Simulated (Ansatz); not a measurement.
**Geometry relaxation of WSe2 (part 2 of 2)**

Continued. System: WSe2 (6 atoms in the cell). Method: DFT r2SCAN, scalar-relativistic, plane waves, PAW, no spin polarisation (Ansatz 0.2.0); cutoff 500 eV, 12×12×2 k-mesh, Gaussian smearing of 0.02 eV. The structure derives from a Materials Project entry. It belongs to a series of runs on one base structure; here: equal strain along all axes, cell held, atoms relaxed: +1.0 %.

Geometry of the input (Å; fractional positions):
```
3.3483  0.0000  0.0000
-1.6741  2.8997  0.0000
0.0000  0.0000  13.8662
W  0.6667  0.3333  0.7500
W  0.3333  0.6667  0.2500
Se 0.3333  0.6667  0.8711
Se 0.6667  0.3333  0.3711
Se 0.3333  0.6667  0.6289
Se 0.6667  0.3333  0.1289
```

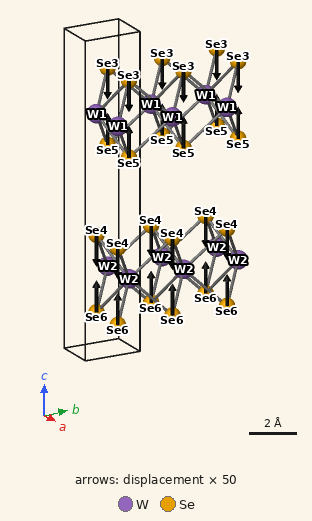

**Figure 1.** The starting structure with the displacements as black arrows, magnified 50 times (ball-and-stick view of the cell of the calculation, repeated 2 × 3 × 1, seen slightly off an axis). The largest moves, 0.028 Å, are those of Se3, Se4, Se5 and Se6. W stays in place. The lattice vectors keep their values. Distances before and after: W1–Se3 2.560 → 2.542 Å. The space group stays P6_3/mmc (No. 194). After 3 geometry steps the energy has fallen by 4.6 meV per atom. The largest force component goes from 0.49 to under 0.0001 eV/Å. The line search rejected the trial step at point 1 (counted from 0) and went back. (Atoms are counted from 1 in the order of the input.)

```
SCF converged after 2 iterations
Free energy (F): -42710.762191 eV
Harris-Foulkes:  -42710.762191 eV  (|F-HF|=2.92e-9)
Internal energy: -42710.762191 eV  (E = F + TS)
E sigma→0 (E₀):  -42710.762191 eV
Fermi energy:    11.602036 eV
--- Per-component energies (eV) ---
  E_band       = -1924.386281
  E_kinetic    = 1377.304205
  E_local      = -13081.863624  (includes V_loc(G=0)·N_el)
  E_nonlocal   = -2376.360588
  E_hartree    = 6246.623359
  E_xc         = -891.518000
  E_vxc        = -943.125507  (∫ρ·V_xc dr)
  E_paw        = -24887.612355  (= ΣΔE_a)
  E_vpaw       = 558.818629  (= ΣTr[D̂ρ^β])
  E_aug_tail   = -0.000960  (compensation charges beyond the density's cutoff)
  E_vtau       = 47.596197  (kinetic-family band-sum trace: ∫τ·v_τ [+ j·A + Jᵃ·Aᵃ] dr)
  E_ewald      = -9089.099249
  E_core_change = -8.234979  (= ΣΔE_core)
  E_smearing   = -0.000000  (= −TS)
  E_closure    = 0.000000  (closes the sum)
  Σ components = -42710.762191   (vs F -42710.762191, Δ=0.00e0)
--- Forces (eV/Å), atoms counted from 1 ---
  atom   1  W      0.00000000    -0.00000000     0.00000000
  atom   2  W      0.00000000     0.00000000     0.00000000
  atom   3  Se     0.00000000     0.00000000     0.00004603
  atom   4  Se    -0.00000000     0.00000000     0.00004603
  atom   5  Se     0.00000000    -0.00000000    -0.00004603
  atom   6  Se    -0.00000000     0.00000000    -0.00004603
  max |Σ_I F_I| component: 2.31e-18 eV/Å
--- Stress (GPa, compression-positive) ---
       -2.202202      -0.000000       0.000000
       -0.000000      -2.202202       0.000000
        0.000000       0.000000      -0.249640
  P = ⅓ Tr σ = -1.5513 GPa (-15.513 kbar)
--- Band table (eV; the first three rows and the last of 38) ---
  k-point 0: bands = ["-65.2421", "-65.2421", "-37.6612", "-37.6612", "-37.6612", "-37.6612", "-37.6605", "-37.6605", "-37.6605", "-37.6605", "-37.6279", "-37.6279", "-37.6279", "-37.6279", "-37.6264", "-37.6264", "-37.6264", "-37.6264", "-37.6130", "-37.6130", "-37.6102", "-37.6101", "-28.8442", "-28.8442", "-28.7693", "-28.7693", "-28.7693", "-28.7693", "-4.6243", "-4.5319", "-3.2901", "-3.1250", "4.1117", "4.7033", "7.8877", "8.0985", "8.0985", "8.1051", "8.1051", "9.2465", "9.2465", "9.2662", "9.2662", "9.4679", "10.2317", "10.9784", "13.7048", "13.7048", "13.7231", "13.7231", "13.8744", "13.8744", "13.9545", "13.9545", "15.6657", "16.3165"]
  k-point 1: bands = ["-65.2421", "-65.2421", "-37.6612", "-37.6612", "-37.6612", "-37.6612", "-37.6605", "-37.6605", "-37.6605", "-37.6605", "-37.6279", "-37.6279", "-37.6279", "-37.6279", "-37.6264", "-37.6264", "-37.6264", "-37.6264", "-37.6130", "-37.6130", "-37.6102", "-37.6102", "-28.8442", "-28.8442", "-28.7693", "-28.7693", "-28.7693", "-28.7693", "-4.5805", "-4.5805", "-3.2056", "-3.2056", "4.3782", "4.3782", "8.1018", "8.1018", "8.1018", "8.1018", "8.5574", "8.5574", "9.2563", "9.2563", "9.2563", "9.2563", "10.7523", "10.7523", "13.7114", "13.7114", "13.7114", "13.7114", "13.9170", "13.9170", "13.9170", "13.9170", "16.0036", "16.0036"]
  k-point 2: bands = ["-65.2415", "-65.2415", "-37.6612", "-37.6612", "-37.6610", "-37.6609", "-37.6605", "-37.6605", "-37.6602", "-37.6602", "-37.6280", "-37.6280", "-37.6279", "-37.6279", "-37.6266", "-37.6266", "-37.6265", "-37.6264", "-37.6129", "-37.6128", "-37.6101", "-37.6100", "-28.8412", "-28.8412", "-28.7836", "-28.7836", "-28.7726", "-28.7726", "-4.5218", "-4.4298", "-3.2393", "-3.0787", "4.2418", "4.8323", "7.7298", "7.7932", "7.8040", "8.1940", "8.2033", "8.6992", "9.0733", "9.0956", "9.2591", "9.7744", "10.2255", "10.8396", "13.4994", "13.5155", "13.5677", "13.6798", "13.7357", "13.8283", "13.8797", "13.9182", "16.2355", "16.8276"]
  k-point 37: bands = ["-65.2320", "-65.2320", "-37.6597", "-37.6597", "-37.6583", "-37.6583", "-37.6581", "-37.6581", "-37.6580", "-37.6580", "-37.6299", "-37.6299", "-37.6286", "-37.6286", "-37.6275", "-37.6275", "-37.6275", "-37.6275", "-37.6110", "-37.6110", "-37.6079", "-37.6079", "-28.9273", "-28.9273", "-28.9013", "-28.9013", "-28.7937", "-28.7937", "-2.3814", "-2.3814", "-2.1796", "-2.1796", "5.2367", "5.2367", "5.3159", "5.3159", "6.2608", "6.2608", "6.7255", "6.7255", "7.4124", "7.4124", "8.3288", "8.3288", "10.6969", "10.6969", "12.2264", "12.2264", "13.8226", "13.8226", "14.3340", "14.3340", "15.6618", "15.6618", "17.2977", "17.2977"]
--- Relaxed structure (4 steps of the walk, 3 accepted, 0 SCFs on fresh bases) ---
  F+E_penalty+E_count = -42710.76219063 eV   max|allowed force component| = 2.982e-5 eV/Å
  atoms:
    - { symbol: W, position: [0.6666666666666666, 0.33333333333333326, 0.75] }
    - { symbol: W, position: [0.33333333333333326, 0.6666666666666665, 0.24999999999999997] }
    - { symbol: Se, position: [0.33333333333333326, 0.6666666666666665, 0.8690408830507205] }
    - { symbol: Se, position: [0.6666666666666666, 0.33333333333333326, 0.36904088305072036] }
    - { symbol: Se, position: [0.33333333333333326, 0.6666666666666665, 0.6309591169492794] }
    - { symbol: Se, position: [0.6666666666666666, 0.33333333333333326, 0.13095911694927959] }
```

### Trajectory as extended XYZ (Å, eV, eV/Å), 4 frames, from step=1 to step=4
```
6
Lattice="3.3483 0.0000 0.0000 -1.6741 2.8997 0.0000 0.0000 0.0000 13.8662" Properties=species:S:1:pos:R:3:forces:R:3 step=1 energy=-42710.73464
W     1.6741    0.9666   10.3997    0.0000   0.0000   0.0000
W     0.0000    1.9331    3.4666    0.0000   0.0000   0.0000
Se    0.0000    1.9331   12.0782    0.0000   0.0000  -0.4880
Se    1.6741    0.9666    5.1451    0.0000   0.0000  -0.4880
Se    0.0000    1.9331    8.7211    0.0000   0.0000   0.4880
Se    1.6741    0.9666    1.7880    0.0000   0.0000   0.4880
6
Lattice="3.3483 0.0000 0.0000 -1.6741 2.8997 0.0000 0.0000 0.0000 13.8662" Properties=species:S:1:pos:R:3:forces:R:3 step=2 energy=-42710.68243 accepted=F
W     1.6741    0.9666   10.3997    0.0000   0.0000   0.0000
W     0.0000    1.9331    3.4666    0.0000   0.0000   0.0000
Se    0.0000    1.9331   12.0043    0.0000   0.0000   0.8848
Se    1.6741    0.9666    5.0712    0.0000   0.0000   0.8848
Se    0.0000    1.9331    8.7950    0.0000   0.0000  -0.8848
Se    1.6741    0.9666    1.8619    0.0000   0.0000  -0.8848
6
Lattice="3.3483 0.0000 0.0000 -1.6741 2.8997 0.0000 0.0000 0.0000 13.8662" Properties=species:S:1:pos:R:3:forces:R:3 step=3 energy=-42710.76216
W     1.6741    0.9666   10.3997    0.0000   0.0000   0.0000
W     0.0000    1.9331    3.4666    0.0000   0.0000   0.0000
Se    0.0000    1.9331   12.0494    0.0000   0.0000   0.0167
Se    1.6741    0.9666    5.1163    0.0000   0.0000   0.0167
Se    0.0000    1.9331    8.7499    0.0000   0.0000  -0.0167
Se    1.6741    0.9666    1.8168    0.0000   0.0000  -0.0167
6
Lattice="3.3483 0.0000 0.0000 -1.6741 2.8997 0.0000 0.0000 0.0000 13.8662" Properties=species:S:1:pos:R:3:forces:R:3 step=4 energy=-42710.76219
W     1.6741    0.9666   10.3997    0.0000   0.0000   0.0000
W     0.0000    1.9331    3.4666    0.0000   0.0000   0.0000
Se    0.0000    1.9331   12.0503    0.0000   0.0000   0.0000
Se    1.6741    0.9666    5.1172    0.0000   0.0000   0.0000
Se    0.0000    1.9331    8.7490    0.0000   0.0000   0.0000
Se    1.6741    0.9666    1.8159    0.0000   0.0000   0.0000
```

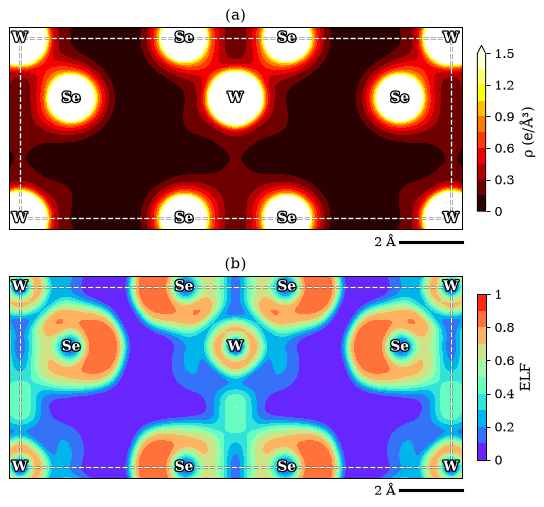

**Figure 2.** (a) valence pseudo-density; (b) electron localisation function on the (110) plane of the conventional cell. The section cuts through W and Se sites. W–Se (2.54 Å): the density is about 0.55 e/Å³ at the midpoint; the ELF is about 0.55 at the midpoint. Away from the nuclei the density in this plane falls to 0.009 e/Å³ at its lowest. The strong features right at W lie inside the PAW spheres (semicore, d or f shells) and say nothing about bonding. Core electrons are frozen (PAW), so the fields are smoothed inside the atomic spheres.

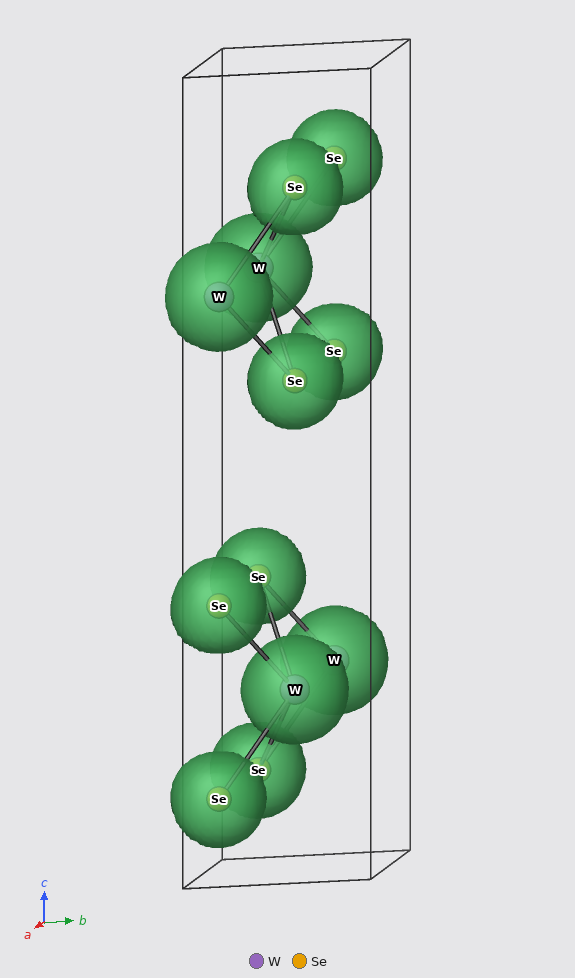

**Figure 3.** Isosurface of the valence charge density (pseudo) at 1 e/Å³ (green), seen slightly off an axis. Sticks mark near contacts. The outline is the cell set on symmetry axes. At this value the density breaks into separate islands; it holds about 70 % of the electrons treated as valence (semicore included). It is pinched off along the W–Se (2.54 Å) contacts. On the grid the lowest density along these lines, outside the cores, is 0.55 e/Å³ (W–Se, 2.54 Å).
